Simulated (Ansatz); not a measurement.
# Quasiparticle gap of YCrB4 (Pbam)

Aim: the quasiparticle gap of YCrB4 (Pbam), starting from LDA.

Calculated with Ansatz 0.2.0; LDA, then G0W0 on it, plane waves, PAW.

**The experiments to reproduce.**

- Gap 200 meV: band gap from B K-edge XAS/XES; X-ray absorption and emission spectroscopy; 300 K; bulk crystal (arc-melted crystal) (“Electronic topological transition of 2D boron by the ion exchange reaction”, 2022, arxiv:2205.05259).

## Step 1: Set-up

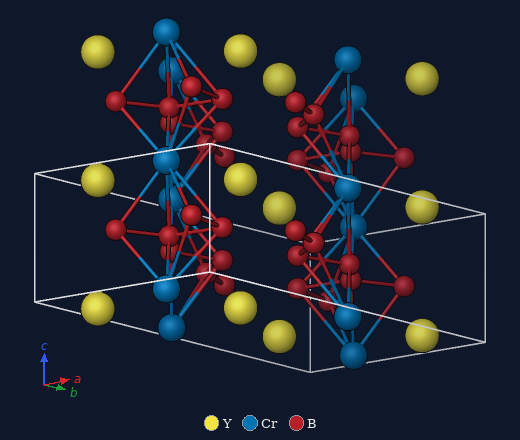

The cell as given, from a free direction (yttrium yellow, chromium blue, boron red). 1×1×2 cells are drawn. Some periodic images of atoms are drawn too.

As a file:

```xyz
24
Lattice="5.9720 0.0000 0.0000 0.0000 11.4600 0.0000 0.0000 0.0000 3.4610" Properties=species:S:1:pos:R:3 pbc="T T T"
Y     0.7465    1.7190    0.0000
Y     5.2255    9.7410    0.0000
Y     3.7325    4.0110    0.0000
Y     2.2395    7.4490    0.0000
Cr    0.7465    4.8017    0.0000
Cr    5.2255    6.6583    0.0000
Cr    3.7325    0.9283    0.0000
Cr    2.2395   10.5317    0.0000
B     1.6722    3.6099    1.7305
B     4.2998    7.8501    1.7305
B     4.6582    2.1201    1.7305
B     1.3138    9.3399    1.7305
B     2.8964    2.0628    1.7305
B     3.0756    9.3972    1.7305
B     5.8824    3.6672    1.7305
B     0.0896    7.7928    1.7305
B     2.2992    0.5730    1.7305
B     3.6728   10.8870    1.7305
B     5.2852    5.1570    1.7305
B     0.6868    6.3030    1.7305
B     2.0305    5.3289    1.7305
B     3.9415    6.1311    1.7305
B     5.0165    0.4011    1.7305
B     0.9555   11.0589    1.7305
```

The start is a cell from the Crystallography Open Database. The default PAW set here is soft_2. Its files were made with PBE.

## Step 2: Relaxation

The structure is relaxed first.

This step: DFT, LDA, plane waves, PAW.

The input, input.yaml:

```yaml
crystal:
  lattice:
    - [5.972, 0.0, 0.0]
    - [0.0, 11.46, 0.0]
    - [0.0, 0.0, 3.461]
  atoms:
    - { symbol: "Y", position: [0.125, 0.15, 0.0] }
    - { symbol: "Y", position: [0.875, 0.85, 0.0] }
    - { symbol: "Y", position: [0.625, 0.35, 0.0] }
    - { symbol: "Y", position: [0.375, 0.65, 0.0] }
    - { symbol: Cr, position: [0.125, 0.419, 0.0] }
    - { symbol: Cr, position: [0.875, 0.581, 0.0] }
    - { symbol: Cr, position: [0.625, 0.081, 0.0] }
    - { symbol: Cr, position: [0.375, 0.919, 0.0] }
    - { symbol: B, position: [0.28, 0.315, 0.5] }
    - { symbol: B, position: [0.72, 0.685, 0.5] }
    - { symbol: B, position: [0.78, 0.185, 0.5] }
    - { symbol: B, position: [0.22, 0.815, 0.5] }
    - { symbol: B, position: [0.485, 0.18, 0.5] }
    - { symbol: B, position: [0.515, 0.82, 0.5] }
    - { symbol: B, position: [0.985, 0.32, 0.5] }
    - { symbol: B, position: [0.015, 0.68, 0.5] }
    - { symbol: B, position: [0.385, 0.05, 0.5] }
    - { symbol: B, position: [0.615, 0.95, 0.5] }
    - { symbol: B, position: [0.885, 0.45, 0.5] }
    - { symbol: B, position: [0.115, 0.55, 0.5] }
    - { symbol: B, position: [0.34, 0.465, 0.5] }
    - { symbol: B, position: [0.66, 0.535, 0.5] }
    - { symbol: B, position: [0.84, 0.035, 0.5] }
    - { symbol: B, position: [0.16, 0.965, 0.5] }
kpoints:
  mp_grid: { grid: [4, 2, 6] }
hamiltonian:
  xc: lda
scf:
  occupations: { method: fermi_dirac, width: 0.02 }
relax:
  f_tol: 0.02
  max_steps: 60
```

Run with:

```console
ansatz run input.yaml --threads 2 --pin off --max-ram 92160MiB --backend cuda --events-out ev --progress --plain --runs-dir out --devices 1 --max-vram 13GiB
```

Numbers of over 12 decimals in the logs are rounded to 6 here.

Output:

```text
GPUs: using 1 of 1 available (devices: 1).
Engine: ansatz 0.2.0, x86_64-unknown-linux-gnu
Pseudopotentials: kind: paw
Pseudopotential: Y, paw, valence charge 11, recommended cutoff 420 eV (normal), Y.paw.azcp
Pseudopotential: Cr, paw, valence charge 14, recommended cutoff 420 eV (normal), Cr.paw.azcp
Pseudopotential: B, paw, valence charge 3, recommended cutoff 420 eV (normal), B.paw.azcp
Functional definition: SPW92
  exchange = slater_x
  correlation = pw_c
device memory: the entry about to start is reckoned to put 3.5 GiB on a device that reports 58.6 GiB free (of which the cap on the GPU budget leaves the run 13.0 GiB)
GPU FFT provider: cuFFT
GPU libraries: cuBLAS 13.8.2, cuFFT 12.4.0, cuSOLVER 12.3.4
Crystal: 24 atoms, lattice volume = 236.868 Å³
Basis set: ecut = 420 eV, 4603 PW (Γ)
Bands: 98, of which v1, the nominal top of the filled ones, is band 74 counted from 1 (73 counted from 0)
Symmetry: 8 space group operations
Space group: Pbam (ITA 55), of the structure as read, at distance tolerance 6.2e-5 Å
k-points: 24 of 48
Non-local potential: Y, projectors of the file, l = 0: 3, l = 1: 2, l = 2: 2, l = 3: 1
Non-local potential: Cr, projectors of the file, l = 0: 3, l = 1: 2, l = 2: 3, l = 3: 1
Non-local potential: B, projectors of the file, l = 0: 2, l = 1: 2, l = 2: 1
PAW form: soft (Blöchl's): semilocal exchange-correlation on the pseudo side does not see the compensation charge
PAW frozen core: Y, regenerated for the run's functional, and the local potential with it (the file was generated under x = pbe(κ = 0.804, μ = 0.219515), c = pbe(β = 0.066725))
PAW frozen core: Cr, regenerated for the run's functional, and the local potential with it (the file was generated under x = pbe(κ = 0.804, μ = 0.219515), c = pbe(β = 0.066725))
PAW frozen core: B, regenerated for the run's functional, and the local potential with it (the file was generated under x = pbe(κ = 0.804, μ = 0.219515), c = pbe(β = 0.066725))
PAW one-centre angular grid: Y, 590 points (default); XC on 64 Gauss nodes
PAW one-centre angular grid: Cr, 590 points (default); XC on 64 Gauss nodes
PAW one-centre angular grid: B, 110 points (default); XC on 64 Gauss nodes
Initial density: superposition of atomic densities (neutral atoms: chi_scale 0, normalization atom), corrected by the library's trained network
Initial wavefunctions: pseudopotential atomic-orbital guess
GPU buffer pool allocated for 76800 grid points (all kernels)
GPU transforms: local potential and band sums: pruned to the plane-wave sphere, on 40×80×24
Functional: x = slater, c = lda
SCF iter   1: F=—  HF=-30685.905245 eV  |F-HF|=—  |Δ(HF+E_count)|=         —  Δρ=9.97e-3  dr2=1.60e-1  ethr=1.77e-3  ⟨swp⟩=5.5  Hψ=8489  notcnv=0  defer=199
preconditioner: auto → Kerker (q_TF=auto, 2.523 Å⁻¹)  [metal: Δε(μ)=0.038 eV  Ē_g=11.142 eV  σ=0.020 eV  W_gap=0.40  n_scr=70 (ndim 8)  ℏωp=25.1 eV  f_vac=0.000  D(μ)=4.80/eV (n_scr^D=22)]
SCF iter   2: F=—  HF=-30685.862558 eV  |F-HF|=—  |Δ(HF+E_count)|=   4.27e-2  Δρ=4.75e-3  dr2=5.10e-2  ethr=1.08e-4  ⟨swp⟩=2.0  Hψ=2903  notcnv=0  defer=362
SCF iter   3: F=—  HF=-30685.849500 eV  |F-HF|=—  |Δ(HF+E_count)|=   1.31e-2  Δρ=1.22e-3  dr2=5.44e-3  ethr=3.45e-5  ⟨swp⟩=2.5  Hψ=2916  notcnv=0  defer=363
SCF iter   4: F=—  HF=-30685.848683 eV  |F-HF|=—  |Δ(HF+E_count)|=   8.18e-4  Δρ=2.94e-4  dr2=2.34e-4  ethr=3.68e-6  ⟨swp⟩=2.0  Hψ=2828  notcnv=0  defer=363
SCF iter   5: F=—  HF=-30685.848622 eV  |F-HF|=—  |Δ(HF+E_count)|=   6.09e-5  Δρ=1.12e-4  dr2=3.28e-5  ethr=1.58e-7  ⟨swp⟩=2.6  Hψ=3489  notcnv=0  defer=363
SCF iter   6: F=-30685.848612 eV  HF=-30685.848613 eV  |F-HF|=1.60e-6  |Δ(HF+E_count)|=   8.51e-6  Δρ=2.55e-5  dr2=2.44e-6  ethr=6.76e-9  ⟨swp⟩=4.0  Hψ=6648  notcnv=0
SCF 1 converged in 6 iterations: F = -30685.848612 eV  dr2 = 2.44e-6
  greatest PAW one-centre occupation: 1.000 electrons in one spin orbital (limit 2), on the Cr atom at site 7 (counted from 0), in its partial waves of l = 0
relax step   1: F+E_penalty+E_count = -30685.84861157 eV  Δ(F+E_penalty+E_count) = +0.000e0 eV  max|allowed force component| = 3.147e0 eV/Å  Δτ_max = 0.0000 Å  (6 SCF iters, dr2 threshold 1.00e-5 eV, accepted)
[...]
relax step   2: F+E_penalty+E_count = -30687.08351015 eV  Δ(F+E_penalty+E_count) = -1.235e0 eV  max|allowed force component| = 1.377e0 eV/Å  Δτ_max = 0.0994 Å  (6 SCF iters, dr2 threshold 1.00e-4 eV, accepted)
[...]
relax step   3: F+E_penalty+E_count = -30687.33991918 eV  Δ(F+E_penalty+E_count) = -2.564e-1 eV  max|allowed force component| = 1.114e0 eV/Å  Δτ_max = 0.1218 Å  (6 SCF iters, dr2 threshold 1.00e-4 eV, accepted)
[...]
relax step   4: F+E_penalty+E_count = -30687.62664807 eV  Δ(F+E_penalty+E_count) = -2.867e-1 eV  max|allowed force component| = 1.305e-1 eV/Å  Δτ_max = 0.0774 Å  (6 SCF iters, dr2 threshold 1.00e-4 eV, accepted)
[...]
relax step   5: F+E_penalty+E_count = -30687.63312321 eV  Δ(F+E_penalty+E_count) = -6.475e-3 eV  max|allowed force component| = 3.500e-2 eV/Å  Δτ_max = 0.0114 Å  (6 SCF iters, dr2 threshold 1.06e-6 eV, accepted)
[...]
relax step   6: F+E_penalty+E_count = -30687.63356335 eV  Δ(F+E_penalty+E_count) = -4.401e-4 eV  max|allowed force component| = 6.313e-3 eV/Å  Δτ_max = 0.0033 Å  (6 SCF iters, accepted)
SCF converged after 6 iterations
Free energy (F): -30687.633563 eV
Harris-Foulkes:  -30687.633563 eV  (|F-HF|=3.64e-11)
Internal energy: -30687.633272 eV  (E = F + TS)
E sigma→0 (E₀):  -30687.633418 eV
Entropy (-TS):   -0.000292 eV (-0.012 meV/atom)
Fermi energy:    13.558333 eV
--- Per-component energies (eV) ---
  E_band       = -820.045671
  E_kinetic    = 3397.243928
  E_local      = -9478.090640  (includes V_loc(G=0)·N_el)
  E_nonlocal   = 733.161632
  E_hartree    = 3949.208243
  E_xc         = -1769.985062
  E_vxc        = -2136.639963  (∫ρ·V_xc dr)
  E_paw        = -16620.601053  (= ΣΔE_a)
  E_vpaw       = -1234.139077  (= ΣTr[D̂ρ^β])
  E_aug_tail   = 0.001371  (compensation charges beyond the density's cutoff)
  E_ewald      = -10902.083881
  E_core_change = 3.512191  (= ΣΔE_core)
  E_smearing   = -0.000292  (= −TS)
  E_closure    = -0.000000  (closes the sum)
  Σ components = -30687.633563   (vs F -30687.633563, Δ=0.00e0)
--- Forces (eV/Å), atoms counted from 1 ---
  atom   1  Y      0.00238349     0.00146525    -0.00000000
  atom   2  Y     -0.00238349    -0.00146525     0.00000000
  atom   3  Y      0.00238349    -0.00146525    -0.00000000
  atom   4  Y     -0.00238349     0.00146525     0.00000000
  atom   5  Cr     0.00059697    -0.00631330    -0.00000000
  atom   6  Cr    -0.00059697     0.00631330     0.00000000
  atom   7  Cr     0.00059697     0.00631330    -0.00000000
  atom   8  Cr    -0.00059697    -0.00631330     0.00000000
  atom   9  B      0.00095649     0.00062452    -0.00000000
  atom  10  B     -0.00095649    -0.00062452     0.00000000
  atom  11  B      0.00095649    -0.00062452    -0.00000000
  atom  12  B     -0.00095649     0.00062452     0.00000000
  atom  13  B     -0.00199957     0.00070754     0.00000000
  atom  14  B      0.00199957    -0.00070754    -0.00000000
  atom  15  B     -0.00199957    -0.00070754     0.00000000
  atom  16  B      0.00199957     0.00070754    -0.00000000
  atom  17  B     -0.00063124     0.00106408     0.00000000
  atom  18  B      0.00063124    -0.00106408    -0.00000000
  atom  19  B     -0.00063124    -0.00106408     0.00000000
  atom  20  B      0.00063124     0.00106408    -0.00000000
  atom  21  B     -0.00125731     0.00104781     0.00000000
  atom  22  B      0.00125731    -0.00104781    -0.00000000
  atom  23  B     -0.00125731    -0.00104781     0.00000000
  atom  24  B      0.00125731     0.00104781    -0.00000000
  max |Σ_I F_I| component: 6.51e-19 eV/Å
--- Relaxed structure (6 steps of the walk, 6 accepted, 0 SCFs on fresh bases) ---
  F+E_penalty+E_count = -30687.63356335 eV   max|allowed force component| = 6.313e-3 eV/Å
  atoms:
    - { symbol: Y, position: [0.124120, 0.150367, 0] }
    - { symbol: Y, position: [0.875880, 0.849633, 0] }
    - { symbol: Y, position: [0.624120, 0.349633, 0] }
    - { symbol: Y, position: [0.375880, 0.650367, 0] }
    - { symbol: Cr, position: [0.120130, 0.421779, 5.107714777577213e-19] }
    - { symbol: Cr, position: [0.879870, 0.578221, -5.107714777577214e-19] }
    - { symbol: Cr, position: [0.620130, 0.078221, -5.107714777577223e-19] }
    - { symbol: Cr, position: [0.379870, 0.921779, 5.107714777577222e-19] }
    - { symbol: B, position: [0.278879, 0.316666, 0.5] }
    - { symbol: B, position: [0.721121, 0.683334, 0.5] }
    - { symbol: B, position: [0.778879, 0.183334, 0.5] }
    - { symbol: B, position: [0.221121, 0.816666, 0.5] }
    - { symbol: B, position: [0.475598, 0.191226, 0.5] }
    - { symbol: B, position: [0.524402, 0.808774, 0.5] }
    - { symbol: B, position: [0.975598, 0.308774, 0.5] }
    - { symbol: B, position: [0.024402, 0.691226, 0.5] }
    - { symbol: B, position: [0.387690, 0.046544, 0.5] }
    - { symbol: B, position: [0.612310, 0.953456, 0.5] }
    - { symbol: B, position: [0.887690, 0.453456, 0.5] }
    - { symbol: B, position: [0.112310, 0.546544, 0.5] }
    - { symbol: B, position: [0.361160, 0.467462, 0.5] }
    - { symbol: B, position: [0.638840, 0.532538, 0.5] }
    - { symbol: B, position: [0.861160, 0.032538, 0.5] }
    - { symbol: B, position: [0.138840, 0.967462, 0.5] }
```

The job ended after 36 s (1 × NVIDIA H100 80GB HBM3 (shared by 6 runs) with 2 threads of AMD EPYC 7R13 (Zen 3), shared host; peak memory 1 GiB; 41 s of CPU time).

The steps of the relaxation:

```tsv
step	energy less that of the first step (eV)	largest force component (eV/Å)
1	0.0000	3.1465
2	-1.2349	1.3768
3	-1.4913	1.1145
4	-1.7780	0.1305
5	-1.7845	0.0350
6	-1.7850	0.0063
```

Forces are held to the 8 operations that the run works with; a distortion that breaks them can't arise in this run.

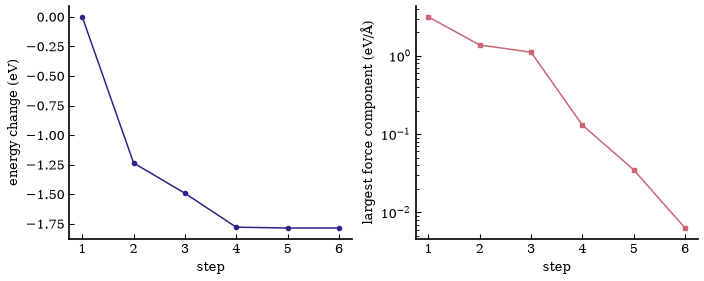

Energy and largest force along the relaxation.

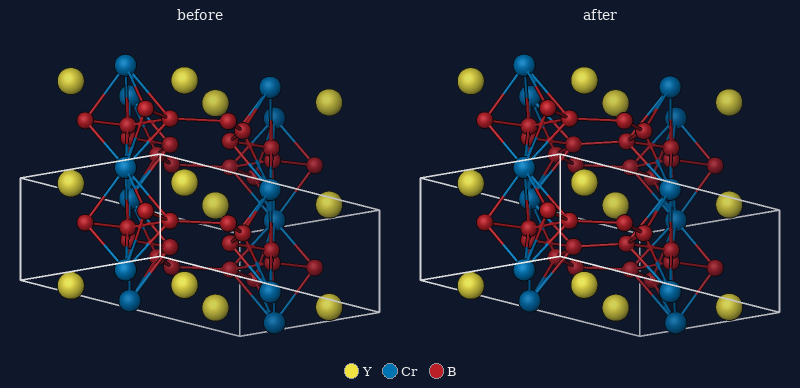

Before and after, at one scale.

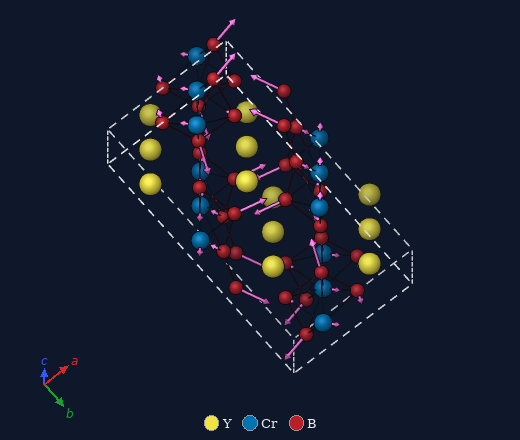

Displacements in the relaxation, exaggerated; the longest in the cell stands for 0.14 Å. 1×1×2 cells are drawn. Some periodic images of atoms are drawn too.

The atoms that moved most (Å):

```tsv
atom	dx	dy	dz	length
B16	0.056	0.129	0.000	0.140
B13	-0.056	0.129	0.000	0.140
B14	0.056	-0.129	0.000	0.140
B15	-0.056	-0.129	0.000	0.140
B21	0.126	0.028	0.000	0.129
B22	-0.126	-0.028	0.000	0.129
B23	0.126	-0.028	0.000	0.129
B24	-0.126	0.028	0.000	0.129
```

Final coordinates:

```cif
data_structure
_symmetry_space_group_name_H-M 'P 1'
_symmetry_Int_Tables_number 1
_cell_length_a 5.9720
_cell_length_b 11.4600
_cell_length_c 3.4610
_cell_angle_alpha 90.000
_cell_angle_beta 90.000
_cell_angle_gamma 90.000
_cell_volume 236.87
loop_
_atom_site_label
_atom_site_type_symbol
_atom_site_fract_x
_atom_site_fract_y
_atom_site_fract_z
_atom_site_occupancy
Y1 Y 0.12412 0.15037 0.00000 1
Y2 Y 0.87588 0.84963 0.00000 1
Y3 Y 0.62412 0.34963 0.00000 1
Y4 Y 0.37588 0.65037 0.00000 1
Cr5 Cr 0.12013 0.42178 0.00000 1
Cr6 Cr 0.87987 0.57822 0.00000 1
Cr7 Cr 0.62013 0.07822 0.00000 1
Cr8 Cr 0.37987 0.92178 0.00000 1
B9 B 0.27888 0.31667 0.50000 1
B10 B 0.72112 0.68333 0.50000 1
B11 B 0.77888 0.18333 0.50000 1
B12 B 0.22112 0.81667 0.50000 1
B13 B 0.47560 0.19123 0.50000 1
B14 B 0.52440 0.80877 0.50000 1
B15 B 0.97560 0.30877 0.50000 1
B16 B 0.02440 0.69123 0.50000 1
B17 B 0.38769 0.04654 0.50000 1
B18 B 0.61231 0.95346 0.50000 1
B19 B 0.88769 0.45346 0.50000 1
B20 B 0.11231 0.54654 0.50000 1
B21 B 0.36116 0.46746 0.50000 1
B22 B 0.63884 0.53254 0.50000 1
B23 B 0.86116 0.03254 0.50000 1
B24 B 0.13884 0.96746 0.50000 1
```

(Continued in part 2 of 3.)

[Paths, hosts, dates, memory and timing lines, banners, echoed tables and standing remarks are left out of the program output.]

[Logs are printed without paths, hosts, clocks, repeated set-up lines and the standing remarks that a program may print on its own settings, such as how far it seeks lower states.]

[Runs of the session that timed out or met a known fault of the program may be left out.]

[Cells called generated may have been cut or substituted from an entry of the Crystallography Open Database or the Materials Project.]

[Hosts, paths, dates, database ids (printed as entryN), source tags and the programs' standing remarks are cut or masked in the printed files.]

[Where an RPA ε∞ is given, it is that of the G0W0 mesh and is not shown converged in it. Names of k-points follow the symmetry that the program found, which can be lower than the space group named. Band edges on a path are those of the sampled points; other points can move an edge, and change direct to indirect where valleys lie close.]

[Hybrid gaps are those of their k-mesh and are not shown converged in it.]
